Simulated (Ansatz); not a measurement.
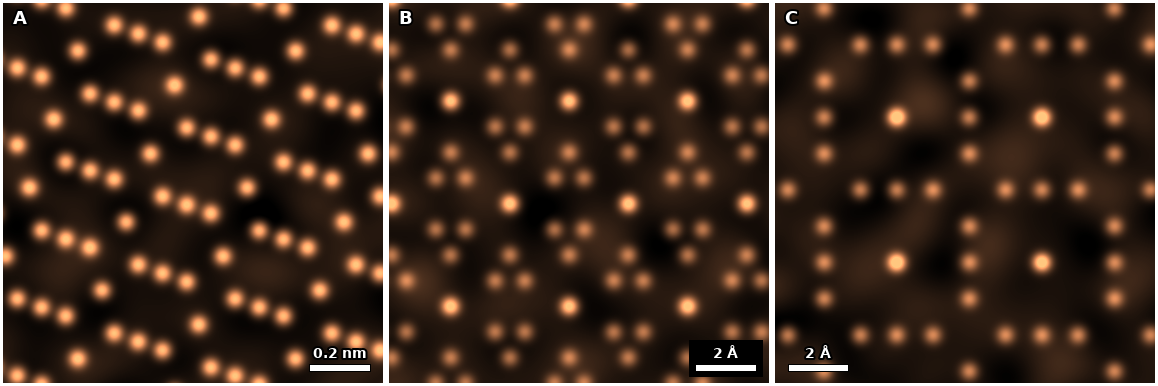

Three views of Pt (Pm-3n, No. 223) along different zone axes. Simulated incoherent Z contrast: every atom adds Z^1.7 spread by a probe of 0.50 Å full width; channelling and multiple scattering are left out. The speckle of an amorphous layer was added. Model: the input geometry of a calculation; the starting structure was generated, so it need not be a known form of this composition.

Space group Pm-3n (No. 223). a = 4.965 Å, b = 4.965 Å, c = 4.965 Å, α = 90.00°, β = 90.00°, γ = 90.00°
```
atom  site  symmetry       x       y       z
  Pt    2a      m-3.  0.0000  0.0000  0.0000
  Pt    6c     -4m.2  0.2500  0.0000  0.5000
```

Match the panels to the zone axes [001], [110] and [111].

A is [110]: projected cell 2.48 × 3.51 Å, 90°, plane group p2mm. B is [111]: projected cell 4.05 × 4.05 Å, 120°, plane group p6mm. C is [001]: projected cell 4.97 × 4.97 Å, 90°, plane group p4mm.
